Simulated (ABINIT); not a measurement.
**Single-point calculation of Ge**

System: Ge (P-3m1, 2 atoms in the cell).
Method: Kohn-Sham DFT of a periodic cell, PBE, JTH PAW PBE v2.0, no spin polarisation (ABINIT 10.8.3).

The structure was built on a prototype by a generator; it need not be a known phase.

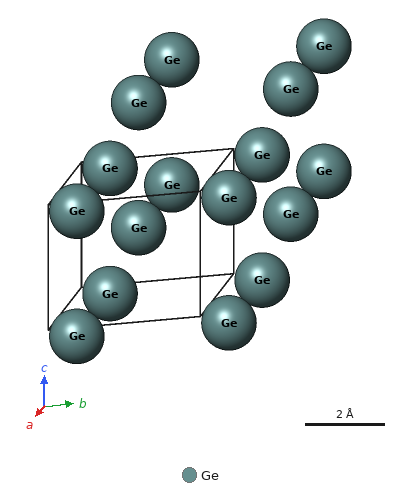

Fig. 1: The structure as given in the input (spheres-only view of the cell of the calculation, repeated 2 × 2 × 2, seen slightly off an axis). An atom can appear more than once, as a periodic image.

### Input
```
# Pseudopotentials
pp_dirpath "./"
pseudos "Ge.GGA_PBE-JTH.xml"

# Structure
acell 3*1.0 Angstrom
rprim
     4.0904100000     0.0000000000     0.0000000000
    -2.0452000000     3.5424000000     0.0000000000
     0.0000000000     0.0000000000     3.3265800000
ntypat 1
znucl 32
natom 2
typat 1 1
xcart
     2.0452271187     1.1807881920     0.4685820588
    -0.0000171187     2.3616118080     2.8579979412 Angstrom

# Plane-wave basis
ecut 22.0
pawecutdg 44.0
pawxcdev 0

# k points
kptopt 1
ngkpt 8 8 8
nshiftk 1
shiftk 0.0 0.0 0.0

# Exchange and correlation
ixc 11

# Bands and occupations
nband 18
occopt 3
tsmear 0.05 eV

# SCF cycle
nstep 100
tolvrs 1.0e-9

# Output
iomode 3
prtwf 0
prtden 0
prteig 0
prtebands 0
```

Hardware: 1 thread of AMD EPYC (Zen 5), 16 GiB of memory available, shared host.

Launch command:
```bash
abinit run.abi > log 2>&1
```

### What the program printed
```
.Version 10.8.3 of ABINIT
 Symmetries : space group C2/m (# 12); Bravais mC (1-face-center monocl.)
================================================================================
 Values of the parameters that define the memory need of the present run
     intxc =       0    ionmov =       0      iscf =      17    lmnmax =      18
     lnmax =       6     mgfft =      36  mpssoang =       3    mqgrid =    3001
     natom =       2  nloc_mem =       2    nspden =       1   nspinor =       1
    nsppol =       1      nsym =       4    n1xccc =       1    ntypat =       1
    occopt =       3   xclevel =       2
       mpw =        1618          nfft =       38880          nkpt =         150
 PAW method is used; the additional fine FFT grid is defined by:
   mgfftf=        48    nfftf =     92160
================================================================================
================================================================================

--------------------------------------------------------------------------------
------------- Echo of variables that govern the present computation ------------
--------------------------------------------------------------------------------
 -outvars: echo values of preprocessed input variables --------
            acell      7.7297531218E+00  7.7297531218E+00  6.2863251359E+00 Bohr
              amu      7.26100000E+01
             ecut      2.20000000E+01 Hartree
                       outvar_i_n : Printing only first  50 k-points.
              ixc          11
                       outvar_i_n : Printing only first  50 k-points.
         kptrlatt        8    0    0      0    8    0      0    0    8
          kptrlen      5.02906011E+01
            natom           2
            nband          18
            ngfft          36      36      30
          ngfftdg          48      48      40
             nkpt         150
            nstep         100
             nsym           4
           ntypat           1
                       prtocc : prtvol=0, do not print more k-points.
           occopt           3
        pawecutdg      4.40000000E+01 Hartree
         pawxcdev           0
           prtden           0
        prtebands           0
           prteig           0
            prtwf           0
            rprim      1.0000000000E+00  1.1359773305E-07  0.0000000000E+00
                      -4.9999907276E-01  8.6602593912E-01  0.0000000000E+00
                       0.0000000000E+00  0.0000000000E+00  1.0000000000E+00
          spgroup          12
           tolvrs      1.00000000E-09
           tsmear      1.83746611E-03 Hartree
            typat      1  1
           useylm           1
                       outvars : Printing only first  50 k-points.
           xangst      2.0452263139E+00  1.1807886567E+00  4.6858205880E-01
                      -1.7923515515E-05  2.3616122727E+00  2.8579979412E+00
            xcart      3.8649175987E+00  2.2313671737E+00  8.8549175865E-01
                      -3.3870535537E-05  4.4628004109E+00  5.4008333773E+00
             xred      6.6667000000E-01  3.3333000000E-01  1.4086000000E-01
                       3.3333000000E-01  6.6667000000E-01  8.5914000000E-01
            znucl       32.00000

================================================================================

 chkinp: Checking input parameters for consistency.

================================================================================
== DATASET  1 ==================================================================

--- !DatasetInfo
iteration_state: {dtset: 1, }
dimensions: {natom: 2, nkpt: 150, mband: 18, nsppol: 1, nspinor: 1, nspden: 1, mpw: 1618, }
cutoff_energies: {ecut:  22.0, pawecutdg:  44.0, }
electrons: {nelect:   2.80000000E+01, charge:   0.00000000E+00, occopt:   3.00000000E+00, tsmear:   1.83746611E-03, }
meta: {optdriver: 0, ionmov: 0, optcell: 0, iscf: 17, paral_kgb: 0, }
...

 Exchange-correlation functional for the present dataset will be:
  GGA: Perdew-Burke-Ernzerhof functional - ixc=11
  J.P.Perdew, K.Burke, M.Ernzerhof, PRL 77, 3865 (1996)

 Real(R)+Recip(G) space primitive vectors, cartesian coordinates (Bohr,Bohr^-1):
 R(1)=  7.7297531  0.0000009  0.0000000  G(1)=  0.1293702  0.0746918  0.0000000
 R(2)= -3.8648694  6.6941667  0.0000000  G(2)= -0.0000000  0.1493838  0.0000000
 R(3)=  0.0000000  0.0000000  6.2863251  G(3)=  0.0000000  0.0000000  0.1590755
 Unit cell volume ucvol=  3.2528124E+02 bohr^3
 Angles (23,13,12)=  9.00000000E+01  9.00000000E+01  1.19999932E+02 degrees

 Coarse grid specifications (used for wave-functions):

 getcut: wavevector=  0.0000  0.0000  0.0000  ngfft=  36  36  30
         ecut(hartree)=     22.000   => boxcut(ratio)=   2.20577

 getcut : COMMENT -
  Note that boxcut > 2.2 ; recall that boxcut=Gcut(box)/Gcut(sphere) = 2
  is sufficient for exact treatment of convolution.
  Such a large boxcut is a waste : you could raise ecut
  e.g. ecut=   26.759840 Hartrees makes boxcut=2

 Fine grid specifications (used for densities):

 getcut: wavevector=  0.0000  0.0000  0.0000  ngfft=  48  48  40
         ecut(hartree)=     44.000   => boxcut(ratio)=   2.07962

--- Pseudopotential description ------------------------------------------------
- pspini: atom type   1  psp file is ./Ge.GGA_PBE-JTH.xml
 Pseudopotential format is: paw10
 basis_size (lnmax)=  6 (lmn_size= 18), orbitals=   0   0   1   1   2   2
 Spheres core radius: rc_sph= 2.30476891
 Shapefunction is SIN type: shapef(r)=[sin(pi*r/rshp)/(pi*r/rshp)]**2
 Radius for shape functions =  1.99988291
 Compensation charge density is not taken into account in XC energy/potential

   1.13473484E+03                                ecore*ucvol(ha*bohr**3)
--------------------------------------------------------------------------------

================================================================================

--- !BeginCycle
iteration_state: {dtset: 1, }
solver: {iscf: 17, nstep: 100, nline: 4, wfoptalg: 10, }
tolerances: {tolvrs: 1.00E-09, }
...

     iter   Etot(hartree)      deltaE(h)  residm     nres2
 ETOT  1  -190.04414720719    -1.900E+02 7.895E+00 2.074E+00
 ETOT  2  -191.13967953546    -1.096E+00 6.409E-01 6.190E-01
 ETOT  3  -191.13788557297     1.794E-03 4.905E-01 1.691E-01
 ETOT  4  -191.13726658308     6.190E-04 8.011E-02 2.871E-02
 ETOT  5  -191.13707710516     1.895E-04 1.987E-02 3.760E-03
 ETOT  6  -191.13710153944    -2.443E-05 2.207E-02 5.589E-04
 ETOT  7  -191.13710181058    -2.711E-07 1.401E-03 5.724E-05
 ETOT  8  -191.13710220258    -3.920E-07 1.039E-03 7.497E-06
 ETOT  9  -191.13710223988    -3.729E-08 1.134E-03 8.988E-07
 ETOT 10  -191.13710223979     8.922E-11 3.926E-04 5.173E-08
 ETOT 11  -191.13710223983    -4.167E-11 1.346E-03 1.398E-09
 ETOT 12  -191.13710223983    -3.041E-12 5.482E-04 3.200E-10

 At SCF step   12       nres2   =  3.20E-10 < tolvrs=  1.00E-09 =>converged.

 Cartesian components of stress tensor (hartree/bohr^3)
  sigma(1 1)=  2.41769023E-05  sigma(3 2)= -1.74318725E-08
  sigma(2 2)=  2.41512274E-05  sigma(3 1)=  3.01928554E-08
  sigma(3 3)=  1.57852829E-04  sigma(2 1)= -2.22351560E-08

--- !ResultsGS
iteration_state: {dtset: 1, }
comment   : Summary of ground state results
lattice_vectors:
- [  7.7297531,   0.0000009,   0.0000000, ]
- [ -3.8648694,   6.6941667,   0.0000000, ]
- [  0.0000000,   0.0000000,   6.2863251, ]
lattice_lengths: [   7.72975,    7.72975,    6.28633, ]
lattice_angles: [ 90.000,  90.000, 120.000, ] # degrees, (23, 13, 12)
lattice_volume:   3.2528124E+02
convergence: {deltae: -3.041E-12, res2:  3.200E-10, residm:  5.482E-04, diffor: null, }
etotal    :  -1.91137102E+02
entropy   :   0.00000000E+00
fermie    :   2.22925484E-01
cartesian_stress_tensor: # hartree/bohr^3
- [  2.41769023E-05,  -2.22351560E-08,   3.01928554E-08, ]
- [ -2.22351560E-08,   2.41512274E-05,  -1.74318725E-08, ]
- [  3.01928554E-08,  -1.74318725E-08,   1.57852829E-04, ]
pressure_GPa:  -2.0220E+00
xred      :
- [  6.6667E-01,   3.3333E-01,   1.4086E-01, Ge]
- [  3.3333E-01,   6.6667E-01,   8.5914E-01, Ge]
cartesian_forces: # hartree/bohr
- [ -5.18310141E-06,   2.99246830E-06,   1.20860544E-04, ]
- [  5.18310141E-06,  -2.99246830E-06,  -1.20860544E-04, ]
force_length_stats: {min:   1.21008638E-04, max:   1.21008638E-04, mean:   1.21008638E-04, }
...

 Integrated electronic density in atomic spheres:
 ------------------------------------------------
 Atom  Sphere_radius  Integrated_density
    1        2.30477         12.22324211
    2        2.30477         12.22324211

================================================================================

 ----iterations are completed or convergence reached----

 Mean square residual over all n,k,spin=   24.782E-08; max=  54.822E-05
 reduced coordinates (array xred) for    2 atoms
       0.666670000000      0.333330000000      0.140860000000
       0.333330000000      0.666670000000      0.859140000000
 rms dE/dt=  4.3987E-04; max dE/dt=  7.5977E-04; dE/dt below (all hartree)
    1       0.000040064092     -0.000040064092     -0.000759768674
    2      -0.000040064092      0.000040064092      0.000759768674

 cartesian coordinates (angstrom) at end:
    1      2.04522631388448     1.18078865666121     0.46858205880000
    2     -0.00001792351552     2.36161227266121     2.85799794120000

 cartesian forces (hartree/bohr) at end:
    1     -0.00000518310141     0.00000299246830     0.00012086054374
    2      0.00000518310141    -0.00000299246830    -0.00012086054374
 frms,max,avg= 6.9864370E-05 1.2086054E-04   0.000E+00  0.000E+00  0.000E+00 h/b

 cartesian forces (eV/Angstrom) at end:
    1     -0.00026652579082     0.00015387890714     0.00621489903949
    2      0.00026652579082    -0.00015387890714    -0.00621489903949
 frms,max,avg= 3.5925703E-03 6.2148990E-03   0.000E+00  0.000E+00  0.000E+00 e/A
 length scales=  7.729753121794  7.729753121794  6.286325135922 bohr
              =  4.090409195185  4.090409195185  3.326580000000 angstroms
 Fermi (or HOMO) energy (hartree) =   0.22293   Average Vxc (hartree)=  -0.33790
 Eigenvalues (hartree) for nkpt= 150  k points:
 kpt#   1, nband= 18, wtk=  0.00195, kpt=  0.0000  0.0000  0.0000 (reduced coord)
  -0.68054   -0.68054   -0.67881   -0.67808   -0.67808   -0.67808   -0.67380   -0.67380
  -0.67235   -0.67235   -0.21498    0.12860    0.18474    0.18476    0.31058    0.33322
   0.33324    0.34332
      occupation numbers for kpt#   1
   2.00000    2.00000    2.00000    2.00000    2.00000    2.00000    2.00000    2.00000
   2.00000    2.00000    2.00000    2.00000    2.00000    2.00000    0.00000    0.00000
   0.00000    0.00000
 prteigrs : prtvol=0 or 1, do not print more k-points.

--- !EnergyTerms
iteration_state     : {dtset: 1, }
comment             : Components of total free energy in Hartree
kinetic             :  1.29046929436140E+01
hartree             :  4.37430792352711E+01
xc                  : -4.55622843364914E+00
Ewald energy        : -9.87045998187481E+01
psp_core            :  3.48847307834634E+00
local_psp           : -1.43434482757343E+02
PAW spherical_terms : -4.57772442928012E+00
internal            : -1.91136790181788E+02
'-kT*entropy'       : -3.15418005964200E-04
total_energy        : -1.91137105599794E+02
total_energy_eV     : -5.20110560641486E+03
...

--- !EnergyTermsDC
iteration_state     : {dtset: 1, }
comment             : '"Double-counting" decomposition of free energy'
band_energy         : -1.32299788726116E+01
Ewald energy        : -9.87045998187481E+01
psp_core            :  3.48847307834634E+00
xc_dc               : -4.25642908976869E+01
PAW spherical_terms : -4.01263903111271E+01
internal            : -1.91136786821827E+02
'-kT*entropy'       : -3.15418005964200E-04
total_energy_dc     : -1.91137102239833E+02
total_energy_dc_eV  : -5.20110551498566E+03
...

--- !EnergyTermsWithPAWCore
iteration_state     : {dtset: 1, }
comment             : 'Components of total free energy, including PAW core contributions'
Total energy        : -4.19797359378191E+03
Total energy DC     : -4.19797359042195E+03
Total energy (eV)   : -1.14232680910828E+05
Total energy DC (eV): -1.14232680819399E+05
...

 Cartesian components of stress tensor (hartree/bohr^3)
  sigma(1 1)=  2.41769023E-05  sigma(3 2)= -1.74318725E-08
  sigma(2 2)=  2.41512274E-05  sigma(3 1)=  3.01928554E-08
  sigma(3 3)=  1.57852829E-04  sigma(2 1)= -2.22351560E-08

-Cartesian components of stress tensor (GPa)         [Pressure= -2.0220E+00 GPa]
- sigma(1 1)=  7.11309022E-01  sigma(3 2)= -5.12863394E-04
- sigma(2 2)=  7.10553641E-01  sigma(3 1)=  8.88304474E-04
- sigma(3 3)=  4.64419057E+00  sigma(2 1)= -6.54180876E-04

== END DATASET(S) ==============================================================
================================================================================

 -outvars: echo values of variables after computation  --------
            acell      7.7297531218E+00  7.7297531218E+00  6.2863251359E+00 Bohr
           etotal     -1.9113710224E+02
            fcart     -5.1831014139E-06  2.9924683036E-06  1.2086054374E-04
                       5.1831014139E-06 -2.9924683036E-06 -1.2086054374E-04
            rprim      1.0000000000E+00  1.1359773305E-07  0.0000000000E+00
                      -4.9999907276E-01  8.6602593912E-01  0.0000000000E+00
                       0.0000000000E+00  0.0000000000E+00  1.0000000000E+00
           strten      2.4176902263E-05  2.4151227373E-05  1.5785282918E-04
                      -1.7431872455E-08  3.0192855395E-08 -2.2235156047E-08
           xangst      2.0452263139E+00  1.1807886567E+00  4.6858205880E-01
                      -1.7923515515E-05  2.3616122727E+00  2.8579979412E+00
             xred      6.6667000000E-01  3.3333000000E-01  1.4086000000E-01
                       3.3333000000E-01  6.6667000000E-01  8.5914000000E-01
 Calculation completed.
```

### Key numbers

| quantity | value |
| --- | --- |
| outcome | converged |
| space group (tolerance 0.01 Å) | P-3m1 (164) |
| electrons treated | 28 |
| free energy | −5201.1055 eV |
| Fermi energy | 6.066 eV |
| gap on the k-point mesh | none (metallic) |
| pressure | −2.02 GPa |
| largest force (length of the vector) | 0.006 eV/Å |
| wall time | 65 s |
| peak memory | 0.24 GiB |
